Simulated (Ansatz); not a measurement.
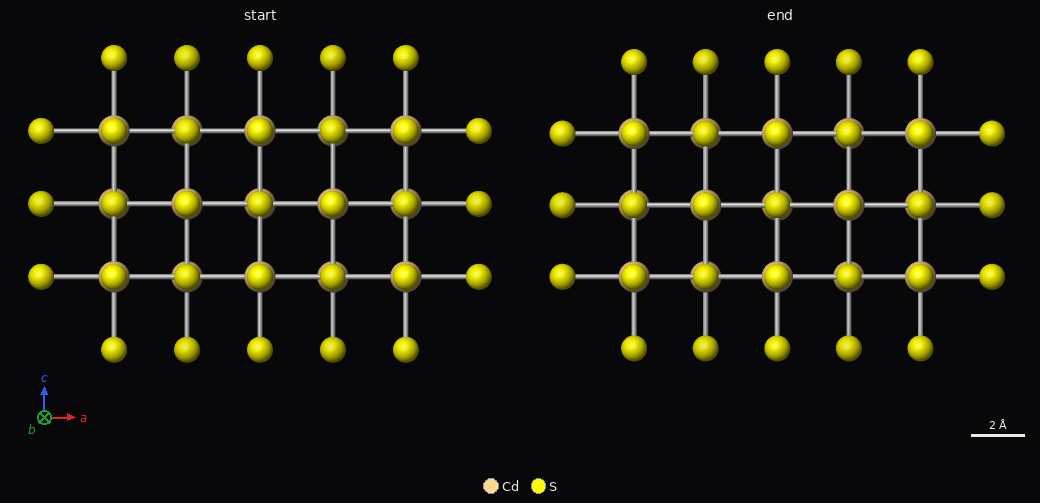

The structure of solid CdS (set up in Fm-3m) before (left) and after (right) a relaxation, at one scale.

Style: ball-and-stick. Shown: the conventional cell (4 times the calculation's cell), repeated 2 × 1 × 1 with one cell outlined, along the b axis. Lengths and directions refer to the drawn axes.

The run lets cell and atoms move.

Computed with Kohn-Sham DFT of a periodic cell, r2SCAN0 with D3(BJ), Ansatz PAW small core in Ansatz 0.2.0.

Input
```yaml
crystal:
  lattice:
    - [0.0, 2.753244, 2.753244]
    - [2.753244, 0.0, 2.753244]
    - [2.753244, 2.753244, 0.0]
  atoms:
    - { symbol: Cd, position: [0.0, 0.0, 0.0] }
    - { symbol: S, position: [0.5, 0.5, 0.5] }
hamiltonian:
  xc: r2scan0
  pseudopotentials: { kind: paw, core: small }
  dispersion: d3bj
kpoints:
  mp_grid: { grid: [4, 4, 4] }
scf:
  occupations: { method: fixed }
  algorithm: density_mixing
output:
  forces: true
  stress: true
relax:
  f_tol: 0.01
  max_steps: 40
  cell: { stress_tol: 0.05 }
basis:
  ecutrho_ratio: 12
  ecutwfc: "450 eV"
```

Command:
```bash
ansatz run input.yaml --threads 1 --pin off --max-ram 2560MiB --backend cpu --events-out ev --progress --plain --runs-dir out
```

> Describe what moved and what it gained.

No atom moves by more than 0.005 Å relative to the cell. The volume changes by −5.4 %, with a = b = c 5.506 → 5.405 Å (−1.8 %). Among the contacts that change: Cd–S 2.753 → 2.702 Å. The space group stays Fm-3m (No. 225). The energy falls by 33.4 meV per cell of the calculation in 4 accepted moves (6 points after the start). All forces vanish by symmetry, so only the cell relaxes. The pressure goes from −4.50 to 0.00 GPa. At 2 points the geometry stayed and the basis and grid were re-selected for the new cell (energy shift of 3.2 meV per cell of the calculation at most each time).

Limits of the set-up: the cutoff lies below the recommended one.
